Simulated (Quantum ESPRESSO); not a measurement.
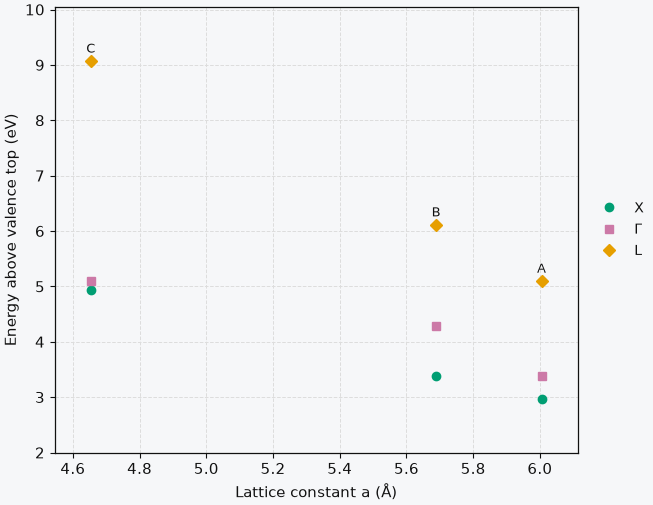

Lowest conduction level at each named k point, counted from the valence-band top at Γ, for three antifluorite-type crystals against the lattice constant, each in its database cell. All by Quantum ESPRESSO with PBE, without spin-orbit coupling, no moments; potentials: SSSP 1.3 efficiency PBE.

Which letter is which compound? They are Li2O, Li2Se and Li2S.

Answer. A is Li2Se; B is Li2S; C is Li2O.

How does the value at Γ change from O to Se?

Answer. Li2O 5.10, Li2S 4.29 and Li2Se 3.38 eV: it falls at each step to the heavier element.

With the valence top at Γ, which of these have their lowest conduction level there too?

Answer. Not one of them; Li2O has it at X, Li2S has it at X and Li2Se has it at X.

| compound | a (Å) | k mesh | X (eV) | Γ (eV) | L (eV) |
| --- | --- | --- | --- | --- | --- |
| Li2O | 4.654 | 10×10×10 | 4.94 | 5.10 | 9.07 |
| Li2S | 5.689 | 8×8×8 | 3.39 | 4.29 | 6.11 |
| Li2Se | 6.005 | 8×8×8 | 2.97 | 3.38 | 5.10 |

LDA, GGA and most meta-GGA functionals understate gaps. Li2O: the cell comes from a database of computed structures, and whether it is the stable form of this composition wasn't checked. Li2Se: spin-orbit coupling is left out, which matters for Se. The cells are as the databases list them, so they lie at different pressures for this functional.
